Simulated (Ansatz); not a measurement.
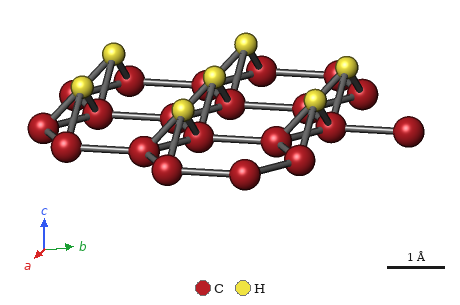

A slab of composition HC₁₀ (cut from the P6_3/mmc phase), before the constrained relaxation. A ball-and-stick model of the atoms within 4.2 Å of the atom that moves most (axes of the 3 × 3 repeat of the cell, outlined in the plane, without the vacuum), seen slightly off an axis.

Case: H put at a bridge C-C site. The slab is the (0 0 1) face of C with H on it. 4 atoms are held fixed.

Level of theory: Ansatz 0.2.0, DFT PBE+D3(BJ), scalar-relativistic, plane waves, PAW.

Input file:
```yaml
crystal:
  lattice:
    - [2.4649634496, 0.0, 0.0]
    - [-1.2324817248, 2.1347209668, 0.0]
    - [0.0, 0.0, 32.4810787678]
  atoms:
    - { symbol: C, position: [0.0, 0.0, 0.2616908206] }
    - { symbol: C, position: [0.6666666667, 0.3333333333, 0.2616908157] }
    - { symbol: C, position: [0.0, 0.0, 0.3654518341] }
    - { symbol: C, position: [0.3333333333, 0.6666666667, 0.3654518293] }
    - { symbol: C, position: [0.0, 0.0, 0.4692128476] }
    - { symbol: C, position: [0.6666666667, 0.3333333333, 0.4692128428] }
    - { symbol: C, position: [0.0, 0.0, 0.5729738612] }
    - { symbol: C, position: [0.3333333333, 0.6666666667, 0.5729738563] }
    - { symbol: C, position: [0.0, 0.0, 0.6767348747] }
    - { symbol: C, position: [0.6666666667, 0.3333333333, 0.6767348698] }
    - { symbol: H, position: [0.1666666667, 0.3333333333, 0.7013645985] }
basis:
  ecutwfc: 420
kpoints:
  mp_grid: { grid: [12, 12, 1] }
hamiltonian:
  xc: pbe
  dispersion: d3bj
scf:
  occupations: { method: gaussian, width: 0.1 }
output:
  forces: true
  eigenvalues: true
relax:
  adjacent_minimum: "off"
  f_tol: 0.03
  max_steps: 70
  constraints: [{ sites: [0, 1, 2, 3] }]
efield:
  axis: 3
  dipole_correction: true
```

> Predict the outcome.

The largest move is that of H11, 0.61 Å at 69° to the normal (+c side). Largest moves by element: H 0.61 Å, C 0.44 Å. The cell stays as it was. Near-neighbour distances that change, for instance: C10–H11 1.469 → 2.025 Å, C9–H11 1.071 → 1.174 Å, C9–C10 1.423 → 1.448 Å. Bond angles that change, for instance: C10–C9–H11 131.7° → 100.7°, C10–C9–H11 70.6° → 100.6°, C10–C9–C10 120.0° → 116.7°. Over 10 accepted moves (11 points after the start) the energy falls by 1.751 eV per cell of the calculation. Largest force component: 5.3 eV/Å at the start, 0.015 eV/Å at the end. The line search rejected the trial step at point 6 of the run. The run may lie on a higher electronic state than the lowest, so the end point isn't shown to be the ground-state structure.

After the run, drawn alike:

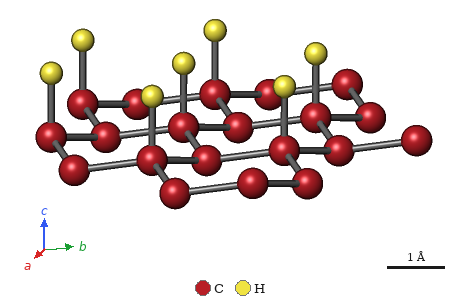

Limits of the set-up: the periodic images lie only 2.5 Å apart, so the values are limited by the cell's size.
